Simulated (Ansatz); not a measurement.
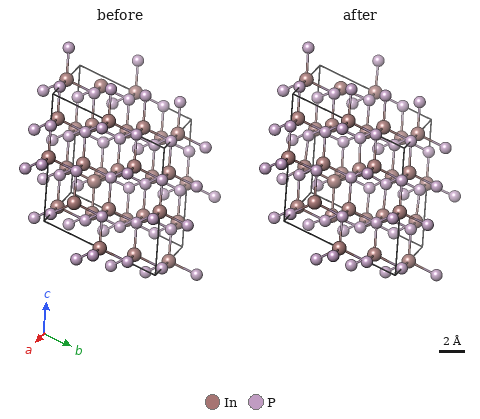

The structure of a defect cell of composition In₁₇P₁₅ before (left) and after (right) a relaxation, at one scale.

Style: ball-and-stick. Shown: the cell of the calculation (origin shifted), slightly off an axis.

Case: In on a P site (d), charge +0, atoms relaxed at the host's cell.

These are results of DFT PBE, scalar-relativistic, plane waves, PAW in Ansatz, not measurements.

Input file:
```yaml
crystal:
  lattice:
    - [-5.9597880248, 5.9597880248, -5.9597880248]
    - [5.9597880248, -5.9597880248, -5.9597880248]
    - [-5.9597880248, -5.9597880248, 5.9597880248]
  atoms:
    - { symbol: In, position: [0.0, 0.25, 0.75] }
    - { symbol: In, position: [0.75, 0.25, 1.0] }
    - { symbol: In, position: [0.5, 0.25, 0.25] }
    - { symbol: In, position: [0.25, 0.0, 0.75] }
    - { symbol: In, position: [0.25, 0.25, 0.5] }
    - { symbol: In, position: [1.0, 1.0, 1.0] }
    - { symbol: In, position: [0.75, 0.0, 0.25] }
    - { symbol: In, position: [0.5, 0.75, 0.75] }
    - { symbol: In, position: [0.5, 0.0, 0.5] }
    - { symbol: In, position: [0.25, 0.75, 1.0] }
    - { symbol: In, position: [0.0, 0.75, 0.25] }
    - { symbol: In, position: [0.75, 0.5, 0.75] }
    - { symbol: In, position: [0.75, 0.75, 0.5] }
    - { symbol: In, position: [0.5, 0.5, 1.0] }
    - { symbol: In, position: [0.25, 0.5, 0.25] }
    - { symbol: In, position: [0.0, 0.5, 0.5] }
    - { symbol: In, position: [0.0, 0.5, 0.75] }
    - { symbol: P, position: [0.75, 0.5, 0.0] }
    - { symbol: P, position: [0.5, 0.5, 0.25] }
    - { symbol: P, position: [0.25, 0.25, 0.75] }
    - { symbol: P, position: [0.25, 0.5, 0.5] }
    - { symbol: P, position: [0.0, 0.25, 0.0] }
    - { symbol: P, position: [0.75, 0.25, 0.25] }
    - { symbol: P, position: [0.5, 0.0, 0.75] }
    - { symbol: P, position: [0.5, 0.25, 0.5] }
    - { symbol: P, position: [0.25, 0.0, 0.0] }
    - { symbol: P, position: [0.0, 0.0, 0.25] }
    - { symbol: P, position: [0.75, 0.75, 0.75] }
    - { symbol: P, position: [0.75, 0.0, 0.5] }
    - { symbol: P, position: [0.5, 0.75, 0.0] }
    - { symbol: P, position: [0.25, 0.75, 0.25] }
    - { symbol: P, position: [0.0, 0.75, 0.5] }
  host:
    lattice:
      - [0.0, 2.9798940124, 2.9798940124]
      - [2.9798940124, 0.0, 2.9798940124]
      - [2.9798940124, 2.9798940124, 0.0]
    atoms:
      - { symbol: In, position: [0.0, 0.0, 0.0] }
      - { symbol: P, position: [0.25, 0.25, 0.25] }
basis:
  ecutwfc: 420
  xc_grid: 2
kpoints:
  mp_grid: { grid: [2, 2, 2], shift: [0.5, 0.5, 0.5] }
hamiltonian:
  xc: pbe
scf:
  occupations: { method: gaussian, width: 0.02 }
output:
  forces: true
  stress: false
  eigenvalues: true
  charged_corrections:
    defect_position: [0.0, 0.5, 0.75]
    epsilon: [[15.0794, 0.0, 0.0], [0.0, 15.0794, 0.0], [0.0, 0.0, 15.0794]]
  write_density: true
  write_potential: true
  elf: true
  volumetric_format: npy
relax:
  adjacent_minimum: "off"
  f_tol: 0.025
  max_steps: 45
```

Run as
```bash
ansatz run input.yaml --threads 4 --pin off --max-ram 6144MiB --backend cpu --events-out ev --progress --plain --runs-dir out
```

What changed between the two?

Answer. The energy falls by 0.586 eV per cell of the calculation in 3 geometry steps. The largest force component goes from 0.92 to 0.0084 eV/Å. The largest moves, 0.19 Å, are those of In1, In10, In12 and In16. In10 goes along [1 1 1]. By element the largest moves are In 0.19 Å, P 0.05 Å. The lattice vectors keep their values. Near-neighbour distances that change, for instance: In10–In17 2.581 → 2.766 Å, In11–P27 2.581 → 2.560 Å, In10–P26 2.581 → 2.567 Å. Bond angles that change, for instance: In9–P31–In10 109.5° → 105.8°, In17–In16–P21 109.5° → 106.2°, P21–In16–P23 109.5° → 112.5°.
